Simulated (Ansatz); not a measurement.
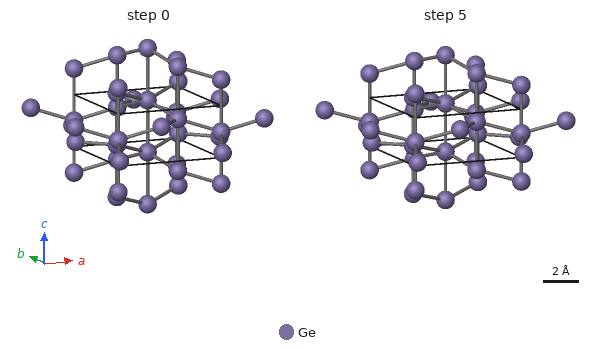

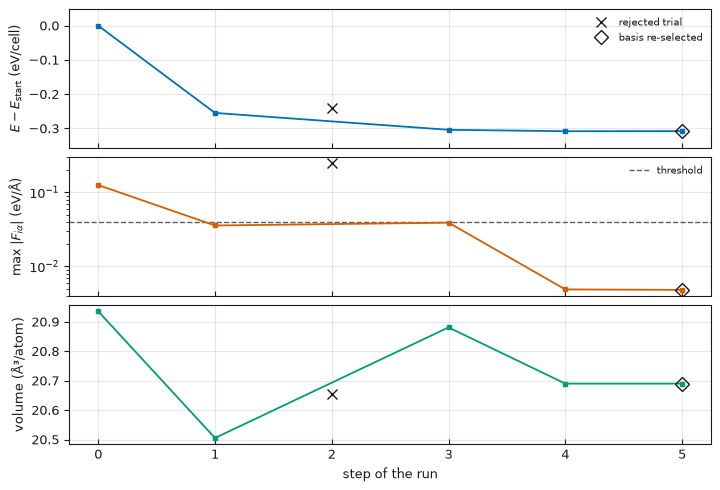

First and last geometry of a relaxation of crystalline Ge (a generated structure, set up in P-4n2) (coarse preliminary run), with the history of the run. A ball-and-stick model of the cell of the calculation, seen slightly off an axis.

The calculation used DFT PBE, scalar-relativistic, plane waves, PAW (Ansatz). Settings: plane-wave cutoff 420 eV; k-point mesh 4 × 4 × 6; occupations gaussian; smearing width 0.1 eV; no spin polarisation; cell and atoms relaxed; force threshold 0.04 eV/Å; at most 70 steps.

What do the curves and the structures tell?

It converged. After 3 accepted moves (5 points after the start) the energy has fallen by 0.308 eV per cell of the calculation. Largest force component: 0.13 eV/Å at the start, 0.0048 eV/Å at the end. The pressure goes from 0.17 to −0.15 GPa. The line search rejected the trial step at point 2 of the run. At 1 point the geometry stayed and the basis and grid were re-selected for the new cell (energy shift of 0.2 meV per cell of the calculation at most each time). The largest moves relative to the cell, 0.042 Å, are those of Ge atoms. The volume changes by −1.2 %, with a = b 6.425 → 6.633 Å (+3.2 %), c 3.043 → 2.822 Å (−7.3 %). Among the contacts that change: Ge–Ge 3.043 → 2.822 Å, Ge–Ge 2.595 → 2.673 Å. Among the angles between lasting bonds that change: Ge–Ge–Ge 145.9° → 149.4°, Ge–Ge–Ge 134.8° → 132.7°. The space group stays P-4n2 (No. 118).
